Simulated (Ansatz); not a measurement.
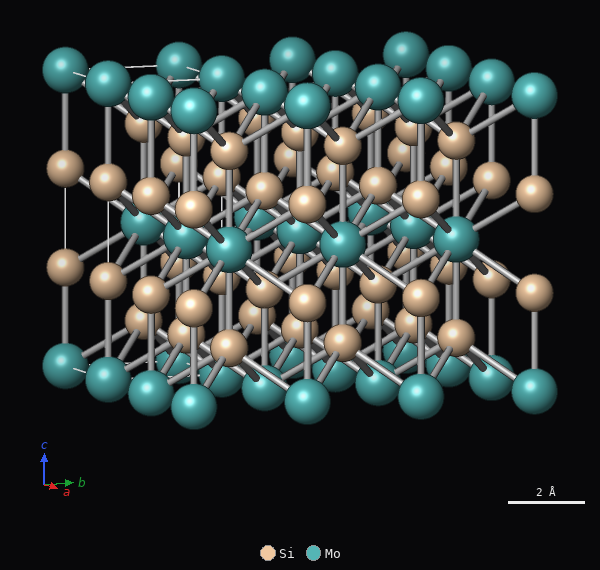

Figure 1. The input geometry (ball-and-stick view of the cell 2 times as large as that of the calculation, set on its symmetry axes, repeated 3 × 3 × 1, seen slightly off an axis).

# Field-gradient calculation, with input and output: MoSi2

- system: MoSi2 (3 atoms in the cell)
- method: DFT, PBE, PAW with Ansatz's default frozen-core files, scalar-relativistic, no spin polarisation (Ansatz 0.2.0)

The structure derives from an entry of the Crystallography Open Database. It belongs to a series of runs on one base structure; here: volume scaled by 1.01, PAW files. Figures and captions count atoms from 1; the log counts them from 0 in places.

Output:
```
Warning: crystal.symmetry: narrowed to the stabiliser of the k-point mesh — unitary ops 16 → 4; excluded 12 operations that carry a point of the 12×12×16 mesh (shift [0, 0, 0]) off the mesh (the run samples exactly the mesh kpoints.mp_grid names, as under crystal.symmetry.detect: false, and its converged state has the mesh's symmetry, not the crystal's; ε∞, the Born charges and the force constants of a linear response (`dielectric:` by the response, `phonons.method: dfpt`) are averaged over those of the crystal's operations that the state keeps within a tolerance, where `mesh_tensors`, `unaveraged_element` or `gamma_mean_max_change_ev_ang2` stands beside them; a row that `dielectric.field_direction` solves alone is averaged likewise, with nothing beside; a Γ-centred mesh of equal divisions is mapped onto itself by every operation and keeps the whole group, as does a half-shifted one under kpoints.further_shifts: images)
Mo: output.efg is read without spin–orbit coupling, which moves field gradients at and beside such atoms by some per cent and up to a factor of two; PAW files take it under magnetization.noncollinear and magnetization.spin_orbit
Engine: ansatz 0.2.0, aarch64-unknown-linux-gnu
Pseudopotentials: kind: paw
Pseudopotential: Si, paw, valence charge 4, recommended cutoff 420 eV (normal), Si.paw.azcp
Pseudopotential: Mo, paw, valence charge 14, recommended cutoff 420 eV (normal), Mo.paw.azcp
Functional definition: PBE
  parameter kappa = 0.804
  parameter beta = 0.06672455060314922
  exchange = pbe_x(kappa = kappa, mu = beta*pi^2/3)
  correlation = pbe_c(beta = beta)
Crystal: 3 atoms, lattice volume = 40.651 Å³
Basis set: ecut = 420 eV, 793 PW (Γ), exchange–correlation on 64×64×64 points (8 copies of the dense FFT grid, shifted against one another)
Bands: 15, of which v1, the nominal top of the filled ones, is band 11 counted from 1 (10 counted from 0)
Symmetry: 4 space group operations
k-points: 632 of 2304
Non-local potential: Si, projectors of the file, l = 0: 2, l = 1: 2, l = 2: 2
Non-local potential: Mo, projectors of the file, l = 0: 3, l = 1: 2, l = 2: 2, l = 3: 1
PAW form: soft (Blöchl's): semilocal exchange-correlation on the pseudo side does not see the compensation charge
PAW one-centre angular grid: Si, 110 points (default); XC on 64 Gauss nodes
PAW one-centre angular grid: Mo, 590 points (default); XC on 64 Gauss nodes
Initial density: superposition of atomic densities (neutral atoms: chi_scale 0, normalization atom), corrected by the library's trained network
Initial wavefunctions: pseudopotential atomic-orbital guess
Functional: x = pbe(κ = 0.804, μ = 0.2195149727645171), c = pbe(β = 0.06672455060314922)
SCF iter   1: F=—  HF=-6229.121793 eV  |F-HF|=—  |Δ(HF+E_count)|=         —  Δρ=4.70e-3  dr2=8.25e-3  ethr=1.77e-3  ⟨swp⟩=5.9  Hψ=55353  notcnv=0
preconditioner: auto → Kerker (q_TF=auto, 2.463 Å⁻¹)  [metal: Δε(μ)=0.003 eV  Ē_g=7.654 eV  σ=0.030 eV  W_gap=0.03  n_scr=10 (ndim 8)  ℏωp=21.8 eV  f_vac=0.000  D(μ)=0.25/eV (n_scr^D=0)]
SCF iter   2: F=—  HF=-6229.120785 eV  |F-HF|=—  |Δ(HF+E_count)|=   1.01e-3  Δρ=2.49e-3  dr2=2.32e-3  ethr=3.75e-5  ⟨swp⟩=1.5  Hψ=15167  notcnv=0
SCF iter   3: F=—  HF=-6229.120366 eV  |F-HF|=—  |Δ(HF+E_count)|=   4.19e-4  Δρ=5.03e-4  dr2=1.95e-4  ethr=1.05e-5  ⟨swp⟩=2.6  Hψ=16036  notcnv=0
SCF iter   4: F=—  HF=-6229.120326 eV  |F-HF|=—  |Δ(HF+E_count)|=   3.95e-5  Δρ=1.46e-4  dr2=6.91e-6  ethr=8.87e-7  ⟨swp⟩=2.3  Hψ=12417  notcnv=0
SCF iter   5: F=—  HF=-6229.120326 eV  |F-HF|=—  |Δ(HF+E_count)|=   4.63e-7  Δρ=2.57e-5  dr2=2.62e-7  ethr=3.14e-8  ⟨swp⟩=2.1  Hψ=13347  notcnv=0
SCF iter   6: F=-6229.120326 eV  HF=-6229.120326 eV  |F-HF|=2.15e-9  |Δ(HF+E_count)|=   1.19e-8  Δρ=4.42e-6  dr2=6.41e-9  ethr=4.55e-10  ⟨swp⟩=8.4  Hψ=60702  notcnv=0
SCF 1 converged in 6 iterations: F = -6229.120326 eV  dr2 = 6.41e-9
  greatest PAW one-centre occupation: 0.998 electrons in one spin orbital (limit 2), on the Mo atom at site 2 (counted from 0), in its partial waves of l = 0
```

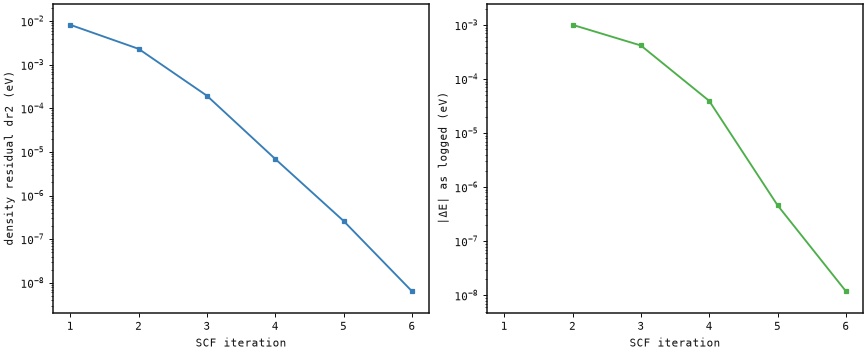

Figure 2. Convergence of the self-consistent field: density residual dr2 and size of the energy change against the SCF iteration. The residual falls at every step.

```
SCF converged after 6 iterations
Free energy (F): -6229.120326 eV
Harris-Foulkes:  -6229.120326 eV  (|F-HF|=2.15e-9)
Internal energy: -6229.119596 eV  (E = F + TS)
E sigma→0 (E₀):  -6229.119961 eV
Entropy (-TS):   -0.000731 eV (-0.244 meV/atom)
Fermi energy:    15.826898 eV
--- Per-component energies (eV) ---
  E_band       = -50.290941
  E_kinetic    = 530.288311
  E_local      = -1154.574436  (includes V_loc(G=0)·N_el)
  E_nonlocal   = 192.513226
  E_hartree    = 429.347752
  E_xc         = -298.112791
  E_vxc        = -328.345063  (∫ρ·V_xc dr)
  E_paw        = -4226.713669  (= ΣΔE_a)
  E_vpaw       = -148.866309  (= ΣTr[D̂ρ^β])
  E_aug_tail   = 0.000041  (compensation charges beyond the density's cutoff)
  E_ewald      = -1701.868030
  E_smearing   = -0.000731  (= −TS)
  E_closure    = -0.000000  (closes the sum)
  Σ components = -6229.120326   (vs F -6229.120326, Δ=0.00e0)
--- Forces (eV/Å), atoms counted from 1 ---
  atom   1  Si     0.00068585     0.00068585     0.29945629
  atom   2  Si    -0.00068585    -0.00068585    -0.29945629
  atom   3  Mo     0.00000000    -0.00000000     0.00000000
  max |Σ_I F_I| component: 9.86e-32 eV/Å
--- Stress (GPa, compression-positive) ---
        0.602986       0.008947      -0.005439
        0.008947       0.602986      -0.005439
       -0.005439      -0.005439      -0.887578
  P = ⅓ Tr σ = 0.1061 GPa (1.061 kbar)
--- PAW observables at the nuclei: V_zz in 10²¹ V/m², potentials from the cell's mean, atoms counted from 1 ---
  atom   1  Si V_zz =    -1.139524   η = 0.0084   by run symmetry: allowed
            electrostatic potential = -1367.920208 V   contact ρ = 12810.700279 e/Å³
  atom   2  Si V_zz =    -1.139524   η = 0.0084   by run symmetry: allowed
            electrostatic potential = -1367.920208 V   contact ρ = 12810.700279 e/Å³
  atom   3  Mo V_zz =    -5.685957   η = 0.0116   by run symmetry: allowed
            electrostatic potential = -6357.664805 V   contact ρ = 595247.988704 e/Å³
--- Band table (eV; the first three rows and the last of 632) ---
  k-point 0: bands = ["-44.9493", "-19.1053", "-19.0091", "-19.0081", "2.4175", "9.5235", "12.3185", "12.8285", "13.1687", "13.1692", "16.2056", "18.8135", "18.9459", "19.4066", "19.4071"]
  k-point 1: bands = ["-44.9480", "-19.1034", "-19.0174", "-19.0170", "2.5374", "9.6311", "11.8939", "12.8608", "12.8621", "13.6286", "15.7639", "18.4395", "19.1609", "19.2029", "19.4582"]
  k-point 2: bands = ["-44.9442", "-19.0982", "-19.0432", "-19.0396", "2.8904", "9.9247", "11.3230", "12.1485", "12.9677", "14.1988", "14.7492", "17.9976", "19.1236", "19.4090", "19.5671"]
  k-point 631: bands = ["-44.9487", "-19.1281", "-19.0106", "-19.0097", "4.2182", "5.8591", "12.3556", "13.5421", "15.2190", "15.2197", "15.2723", "15.2726", "16.3370", "20.3748", "20.8387"]
```

File v_z.tsv:
```
# z_ang	v_es[eV]	v_tot[eV]
# format = ansatz-planar-average/11
# xc	pbe
# density_cutoff_ev	1680
# datasets	Si=:simpson_from_first_knot:soft	Mo=:simpson_from_first_knot:soft
# lattice	-1.605315654	1.605315654	3.943558235
# lattice	1.605315654	-1.605315654	3.943558235
# lattice	1.605315654	1.605315654	-3.943558235
# sites	3
# site	14	0.000000000	0.000000000	2.626409785
# site	14	0.000000000	0.000000000	5.260706686
# site	42	0.000000000	0.000000000	0.000000000
0.000000	-6.121691e0	-2.052126e1
0.142199	-5.911027e0	-2.026968e1
0.284397	-5.286540e0	-1.952294e1
0.426596	-4.270921e0	-1.830471e1
0.568794	-2.901675e0	-1.665340e1
0.710993	-1.230027e0	-1.462433e1
0.853192	6.807520e-1	-1.229678e1
0.995390	2.755164e0	-9.781397e0
1.137589	4.902850e0	-7.215526e0
1.279787	7.015893e0	-4.742857e0
1.421986	8.974485e0	-2.488450e0
1.564184	1.066747e1	-5.448297e-1
1.706383	1.202463e1	1.032724e0
1.848582	1.303688e1	2.228424e0
1.990780	1.373786e1	3.058651e0
2.132979	1.415410e1	3.544732e0
2.275177	1.429166e1	3.703078e0
2.417376	1.415410e1	3.544732e0
2.559575	1.373786e1	3.058651e0
2.701773	1.303688e1	2.228424e0
2.843972	1.202463e1	1.032724e0
2.986170	1.066747e1	-5.448297e-1
3.128369	8.974485e0	-2.488450e0
3.270567	7.015893e0	-4.742857e0
3.412766	4.902850e0	-7.215526e0
3.554965	2.755164e0	-9.781397e0
3.697163	6.807520e-1	-1.229678e1
3.839362	-1.230027e0	-1.462433e1
3.981560	-2.901675e0	-1.665340e1
4.123759	-4.270921e0	-1.830471e1
4.265958	-5.286540e0	-1.952294e1
4.408156	-5.911027e0	-2.026968e1
```

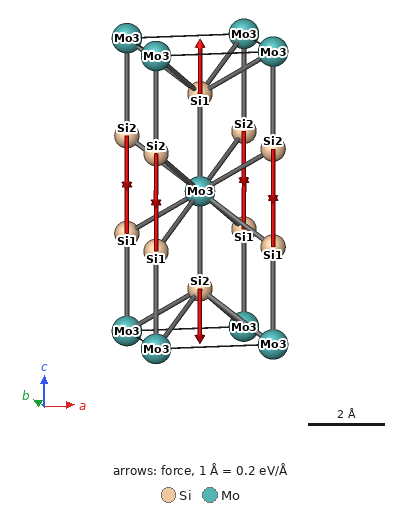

Figure 3. Forces on the atoms as red arrows (ball-and-stick view of the cell 2 times as large as that of the calculation, set on its symmetry axes, seen slightly off an axis; atoms are numbered from 1 in the order of the input). The largest act on Si1, Si2 (0.30 eV/Å). The geometry is not a stationary point of this energy.

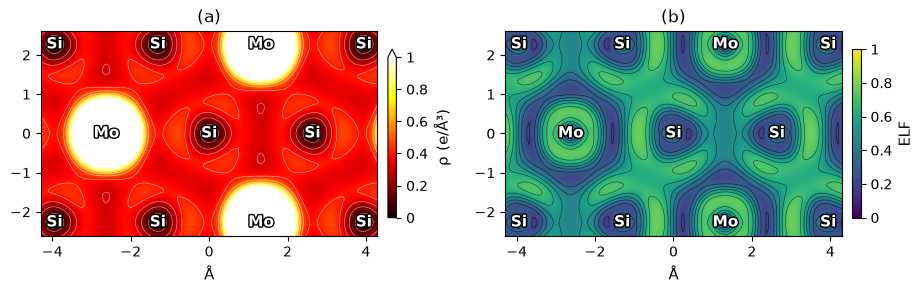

Figure 4. (a) valence charge density (pseudo); (b) electron localisation function on the (11̄0) plane of the conventional cell. Atoms in the plane: Si and Mo. Si–Mo (2.62 Å): ρ is about 0.39 e/Å³ halfway; the ELF is about 0.40 at the midpoint. Away from the nuclei the density in this plane falls to 0.3 e/Å³ at its lowest. The strong features right at Mo lie inside the PAW spheres (semicore, d or f shells) and say nothing about bonding. The fields are those of the smooth PAW valence density.

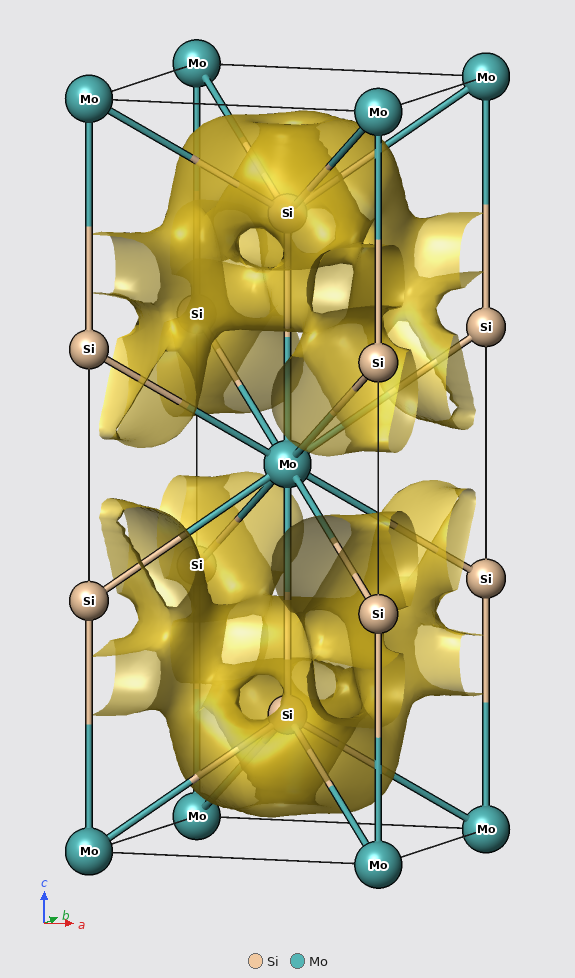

Figure 5. Isosurface of the ELF at 0.55 (yellow), seen slightly off an axis. Core shells and regions of very low density are left out. Sticks mark near contacts. The outline is the cell set on symmetry axes. Along the contacts the grid gives the following. Si–Mo (2.62 Å): the ELF is about 0.40 at the midpoint.

This output came from the following input.

Input file:
```yaml
crystal:
  lattice:
    - [-1.6053156537, 1.6053156537, 3.9435582355]
    - [1.6053156537, -1.6053156537, 3.9435582355]
    - [1.6053156537, 1.6053156537, -3.9435582355]
  atoms:
    - { symbol: Si, position: [0.333, 0.333, 0.0] }
    - { symbol: Si, position: [0.667, 0.667, 0.0] }
    - { symbol: Mo, position: [0.0, 0.0, 0.0] }
kpoints:
  mp_grid: { grid: [12, 12, 16] }
scf:
  occupations: { method: fermi_dirac, width: 0.03 }
hamiltonian:
  xc: pbe
  pseudopotentials: { kind: paw }
output:
  forces: true
  stress: true
  eigenvalues: true
  efg: { contact_densities: true }
  write_density: true
  write_potential: true
  elf: true
  volumetric_format: npy
```

Launch command:
```bash
ansatz run input.yaml --threads 1 --pin off --max-ram 6144MiB --backend cpu --events-out ev --progress --plain --runs-dir out
```

Results in brief:

- outcome: converged
- space group (tolerance 0.01 Å): I4/mmm (139)
- electrons treated: 22
- free energy: −6229.1203 eV
- Fermi energy: 15.827 eV
- pressure: 0.11 GPa
- field gradient V_zz (10²¹ V/m²): Si −1.14, Si −1.14, Mo −5.69
- largest force (length of the vector): 0.299 eV/Å
- hardware: 1 thread of Arm Neoverse V1, 24 GiB of memory available, shared host
- wall time: 35 s
- peak memory: 0.63 GiB

Remarks:

The program warns: the field gradients leave out spin–orbit coupling; the k-point mesh lowers the symmetry that the run can use.
